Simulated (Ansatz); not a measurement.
**HfC3: density, localisation and related maps**

```yaml
crystal:
  lattice:
    - [3.37440, 0.00000, 0.00000]
    - [0.00000, 3.37440, 0.00000]
    - [0.00000, 0.00000, 3.37440]
  atoms:
    - { symbol: Hf, position: [0.00000, 0.00000, 0.00000] }
    - { symbol: C, position: [0.00000, 0.50000, 0.50000] }
    - { symbol: C, position: [0.50000, 0.00000, 0.50000] }
    - { symbol: C, position: [0.50000, 0.50000, 0.00000] }
```

Space group Pm-3m; started from the Cu3Au (L1_2)_221 prototype, which need not be the ambient phase.

Theory: Ansatz 0.2.0, DFT PBE, scalar-relativistic, plane waves, PAW.

In a PAW calculation such maps are meaningful between the atoms, not at the nuclei.

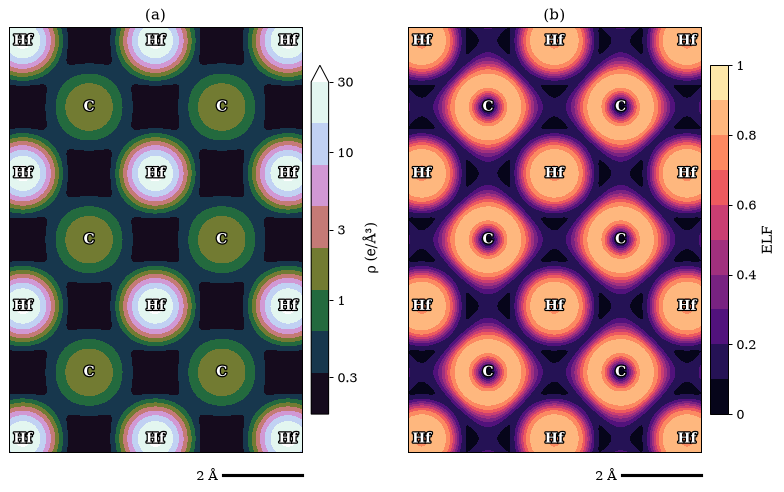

Figure 1. (a) valence charge density (pseudo); (b) ELF on the (010) plane of the conventional cell.

Q: What does the map show?

A:
- The plane passes through Hf and C nuclei.
- Hf–C (2.39 Å): the density is about 0.4 e/Å³ at the midpoint; the ELF peaks at about 0.85 in the valence shell of C, 0.7 Å from its nucleus, and is about 0.20 at the midpoint; no localised pair shows between them.
- Between the atoms the lowest density in this plane is 0.17 e/Å³.
- The features right at Hf lie inside the PAW spheres, where the map follows smoothed inner orbitals and isn't to be read closely.

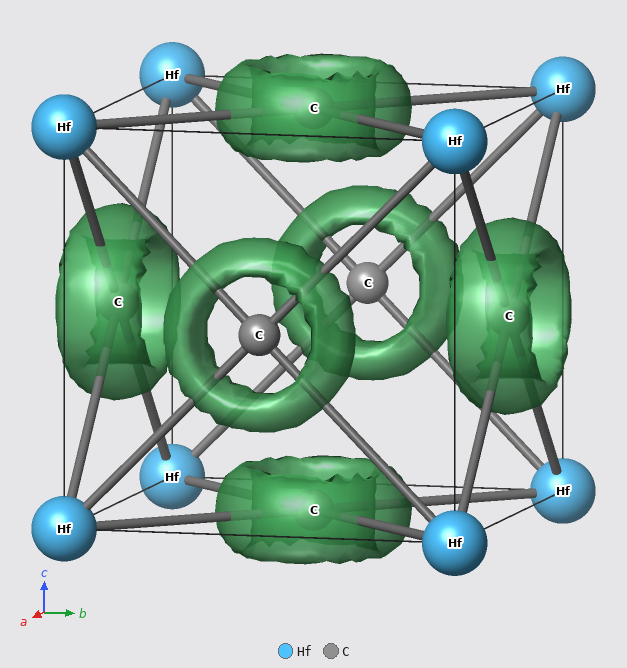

Figure 2. Isosurface of the ELF at 0.8 (green), seen slightly off an axis. Core shells and regions of very low density are left out. Sticks mark near contacts.

Q: What do the ELF domains correspond to?

A: At this value the surface marks out three regions wrapped around C (the valence shell of each), counted in one cell of 4 atoms. Any copies at cell faces, edges or corners count once.

Q: Metal or insulator at this level of theory?

A: It is gapless in this calculation (a metal or semimetal).
